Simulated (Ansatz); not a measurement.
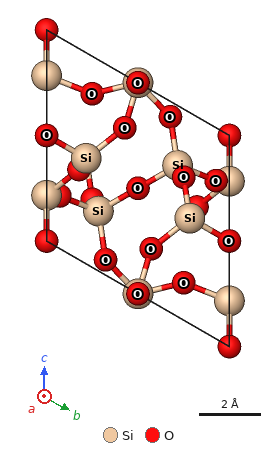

Starting structure of crystalline SiO$_{2}$ (set up in Ia-3). Style: ball-and-stick. Shown: the cell of the calculation, along the a axis.

Case: volume × 1.06, shape and atoms relaxed.

The calculation used DFT LDA, scalar-relativistic, plane waves, PAW in Ansatz.

Input
```yaml
crystal:
  lattice:
    - [-4.2754192974, 4.2754192974, 4.2754192974]
    - [4.2754192974, -4.2754192974, 4.2754192974]
    - [4.2754192974, 4.2754192974, -4.2754192974]
  atoms:
    - { symbol: Si, position: [0.5, 0.0, 0.7834805947] }
    - { symbol: Si, position: [0.2834805947, 0.2834805947, 0.2834805947] }
    - { symbol: Si, position: [0.5, 0.0, 0.2165194053] }
    - { symbol: Si, position: [0.7165194053, 0.7165194053, 0.7165194053] }
    - { symbol: Si, position: [0.7834805947, 0.5, 0.0] }
    - { symbol: Si, position: [0.0, 0.2165194053, 0.5] }
    - { symbol: Si, position: [0.2165194053, 0.5, 0.0] }
    - { symbol: Si, position: [0.0, 0.7834805947, 0.5] }
    - { symbol: O, position: [0.6773977953, 0.9273977953, 0.75] }
    - { symbol: O, position: [0.75, 0.6773977953, 0.9273977953] }
    - { symbol: O, position: [0.8226022047, 0.5726022047, 0.25] }
    - { symbol: O, position: [0.75, 0.1773977953, 0.4273977953] }
    - { symbol: O, position: [0.0726022047, 0.25, 0.3226022047] }
    - { symbol: O, position: [0.5, 0.0, 0.0] }
    - { symbol: O, position: [0.25, 0.8226022047, 0.5726022047] }
    - { symbol: O, position: [0.4273977953, 0.75, 0.1773977953] }
    - { symbol: O, position: [0.3226022047, 0.0726022047, 0.25] }
    - { symbol: O, position: [0.1773977953, 0.4273977953, 0.75] }
    - { symbol: O, position: [0.9273977953, 0.75, 0.6773977953] }
    - { symbol: O, position: [0.5, 0.5, 0.5] }
    - { symbol: O, position: [0.25, 0.3226022047, 0.0726022047] }
    - { symbol: O, position: [0.0, 0.5, 0.0] }
    - { symbol: O, position: [0.0, 0.0, 0.5] }
    - { symbol: O, position: [0.5726022047, 0.25, 0.8226022047] }
basis:
  ecutwfc: 420
kpoints:
  mp_grid: { grid: [4, 4, 4] }
hamiltonian:
  xc: lda
scf:
  occupations: { method: gaussian, width: 0.02 }
output:
  forces: true
  stress: true
  eigenvalues: true
relax:
  adjacent_minimum: "off"
  f_tol: 0.01
  max_steps: 30
```

Command:
```bash
ansatz run input.yaml --threads 4 --pin off --max-ram 10240MiB --backend cpu --events-out ev --progress --plain --runs-dir out
```

> Predict the outcome.

The largest moves, 0.049 Å, are those of 12 atoms (O9, O10, O11, O12 and others). O24 goes along [1 0 1]. By element the largest moves are O 0.049 Å, Si 0.016 Å. The lattice vectors keep their values. Some distances before and after: Si1–O14 1.603 → 1.588 Å, Si1–O15 1.636 → 1.623 Å. Among the angles between lasting bonds that change: Si2–O13–Si6 137.6° → 140.3°. The space group stays Ia-3 (No. 206). The energy falls by 0.112 eV per cell of the calculation in 3 geometry steps. The largest force component goes from 0.35 to 0.00063 eV/Å.

Step by step:

| step | E − E(0), meV/atom | largest force component, eV/Å |
| --- | --- | --- |
| 0 | 0.00 | 0.3513 |
| 1 | -2.30 | 0.2685 |
| 2 | -4.66 | 0.0342 |
| 3 | -4.68 | 0.0006 |
